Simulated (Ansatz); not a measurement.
```
Ta N
1.0
     2.13542   -2.13542    0.00000
     2.13542    2.13542    0.00000
     0.00000    0.00000    4.35800
Ta N
2 2
Direct
  0.50000 0.50000 0.00000
  0.00000 0.00000 0.50000
  0.00000 0.00000 0.00000
  0.50000 0.50000 0.50000
```

Space group I4/mmm; changed on purpose from its base cell (equal xx and yy strain of -2 %, PAW files); computed pressure about 32 GPa in this cell.

Method: DFT, PBE, PAW with Ansatz's default frozen-core files, scalar-relativistic in Ansatz.

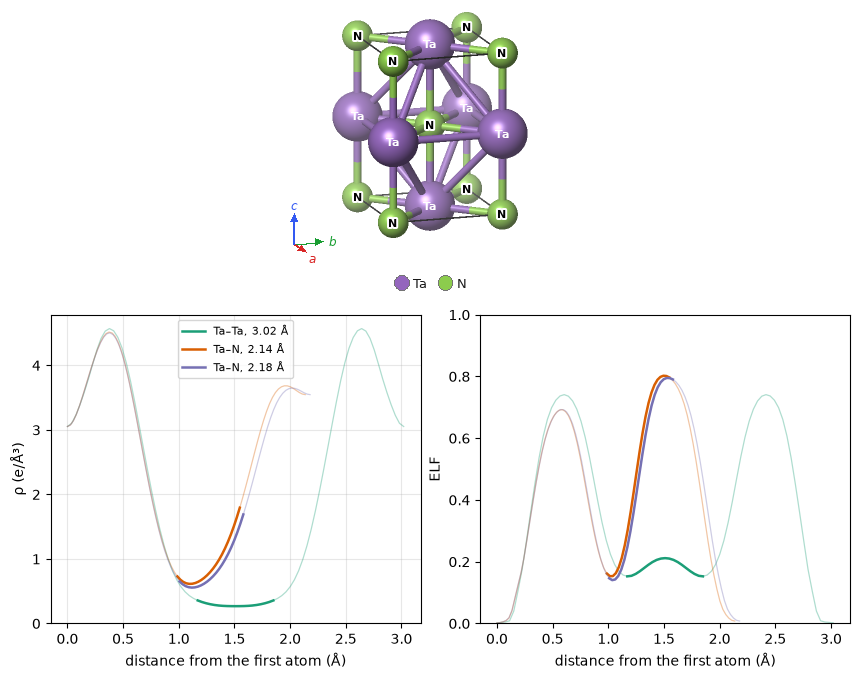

TaN. Valence electron density and electron localisation function along straight lines between neighbouring atoms. Thin, pale parts lie inside the atomic spheres. The structure is drawn too.

The density is the valence pseudo-density of a PAW calculation; it isn't the true density close to the nuclei.

Compare the contacts.

Ta–Ta (3.02 Å): ρ is about 0.27 e/Å³ halfway; the ELF is about 0.20 at the midpoint: no localised pair shows between them.
Ta–N (2.14 Å): ρ at the midpoint is about 0.62 e/Å³; the ELF peaks at about 0.80 in the valence shell of N, 0.6 Å from its nucleus, and is about 0.15 at the midpoint; no localised pair shows between them.
Ta–N (2.18 Å): the density is about 0.56 e/Å³ at the midpoint; the ELF peaks at about 0.80 in the valence shell of N, 0.7 Å from its nucleus, and is about 0.15 at the midpoint (no localised pair shows between them).
